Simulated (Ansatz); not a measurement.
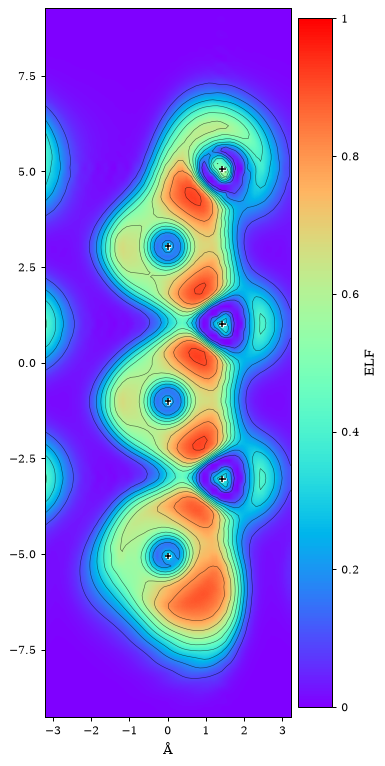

The electron localisation function on a plane through atoms (crosses mark nuclei in the plane).

All numbers below come from DFT PBE, scalar-relativistic, plane waves, PAW in Ansatz.

Candidates:
A. Si, a = 5.47 Å, b = 5.47 Å, c = 5.47 Å, α = 90.00°, β = 90.00°, γ = 90.00°. Space group Fd-3m; a structure from a database of computed crystals, not necessarily the ambient phase.
B. Ag, a = 4.15 Å, b = 4.15 Å, c = 4.15 Å, α = 90.00°, β = 90.00°, γ = 90.00°. Space group Fm-3m; a structure from a database of computed crystals, not necessarily the ambient phase; computed without spin polarisation.
C. AlAs (slab), a = 4.05 Å, b = 5.73 Å, c = 25.13 Å, α = 90.00°, β = 90.00°, γ = 90.00°. Not relaxed (largest force 1.8 eV/Å).

Q: Which system is this?

A: Candidate C: AlAs on the (100) plane of the calculation cell, a cut from vacuum to vacuum, which holds As and Al. Al–As (2.48 Å): the ELF peaks at about 0.90 between the atoms; localised, covalent bonding.
